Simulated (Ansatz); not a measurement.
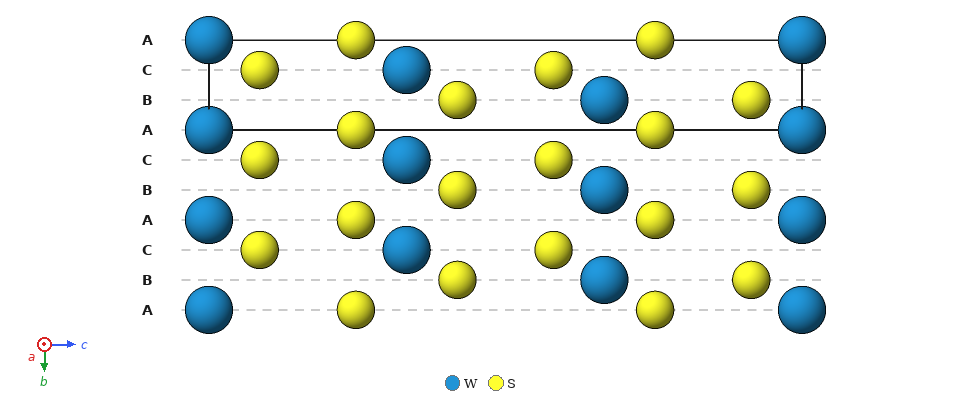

The picture looks along a close-packed row of the hexagonal mesh; c points to the right. The dashed lines mark the three columns A (0, 0), B (1/3, 2/3) and C (2/3, 1/3). The sequence starts with the first layer at or above the cell's origin.

WS₂ (space group R-3m, No. 166). Coordinates: the input geometry of an electronic-structure calculation (not necessarily at equilibrium); the starting structure was generated, so it need not be a known form of this composition.

Q: Read off the stacking sequence over one period.

A: W(A) – S(C) – S(A) – W(C) – S(B) – S(C) – W(B) – S(A) – S(B) (nine layers in 18.26 Å).

Q: How are the S layers alone stacked?

A: S layers alone: CABCAB, the cubic close-packed type.

Q: Which positions between or in the S layers do the other atoms fill?

A: W: three octahedral sites in each hexagonal cell. Three of the six gaps between S layers are empty, 2.96 Å wide.

Q: What short polytype symbol fits?

A: Polytype symbol 3R, the symbol of a layered MX2 polytype (number of slabs in the repeat and lattice).
